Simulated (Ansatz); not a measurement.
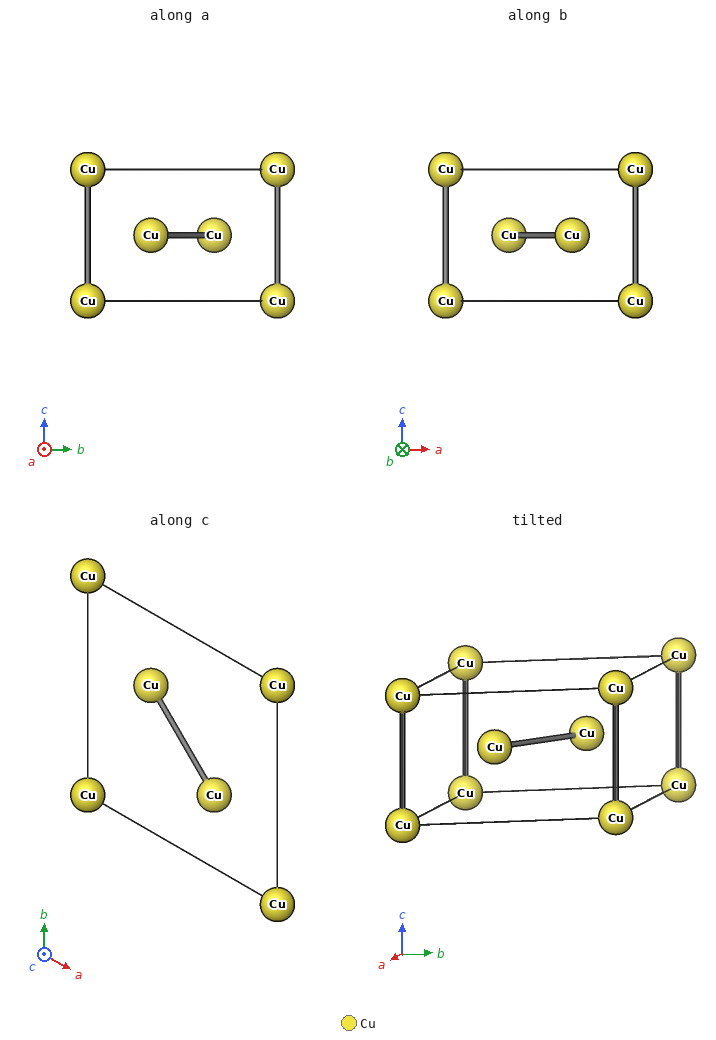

Drawn in the ball-and-stick manner and seen along the a axis, along the b axis, along the c axis and slightly off an axis. One conventional unit cell is framed, with atoms on its boundary repeated.

Lattice parameters: a = 3.896 Å, b = 3.896 Å, c = 2.338 Å, α = 90.00°, β = 90.00°, γ = 120.00°.

> Reconstruct the structure as a table of Wyckoff sites.

Space group P6/mmm (No. 191).
```json
{"atom": "Cu", "site": "1a", "x": "0.0000", "y": "0.0000", "z": "0.0000"}
{"atom": "Cu", "site": "2d", "x": "0.3333", "y": "0.6667", "z": "0.5000"}
```

The initial geometry was a structure type filled with this element by a generator (whether the element takes this form wasn't checked). Earlier steps of the study may have refined or changed the cell and positions. It was run through Ansatz as a DFT input.

At this level of theory the cell isn't at rest (compressed, at 28 GPa), so its distances can differ from those at equilibrium, the more so the softer the solid.
